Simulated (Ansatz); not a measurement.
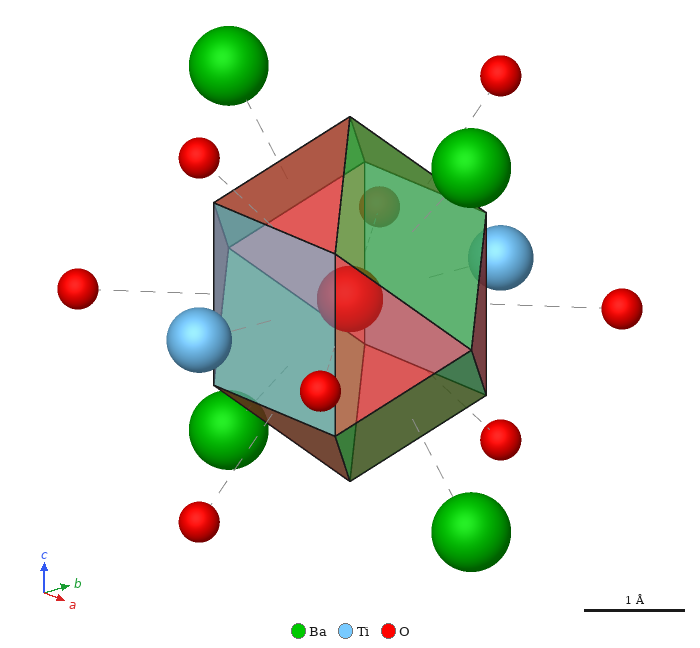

Voronoi cell (the region closer to this atom than to any other), computed from the atomic positions without radii. Central atom: O (3d) in BaTiO3; faces take the colour of the neighbour behind them. Source: coordinates from a relaxation at a target pressure of 25 GPa with DFT PBE+U, scalar-relativistic, plane waves, PAW in Ansatz 0.2.0.

BaTiO3, space group Pm-3m (No. 221), a = 3.872 Å, b = 3.872 Å, c = 3.872 Å, α = 90.00°, β = 90.00°, γ = 90.00°

```json
{"site": "Ba", "Wyckoff": "1b", "x": "0.5000", "y": "0.5000", "z": "0.5000"}
{"site": "Ti", "Wyckoff": "1a", "x": "0.0000", "y": "0.0000", "z": "0.0000"}
{"site": "O", "Wyckoff": "3d", "x": "0.0000", "y": "0.5000", "z": "0.0000"}
```

What is the volume of this Voronoi cell?

12.1 Å³, against a mean of 11.6 Å³ per atom in this structure.

How many faces does the cell have, and of which kinds?

14 faces, index ⟨8,6,0,0⟩: topologically a cuboctahedron.

Which neighbours share a face with the central atom?

8 O (33 % of the solid angle), 4 Ba (33 % of the solid angle) and 2 Ti (33 % of the solid angle).
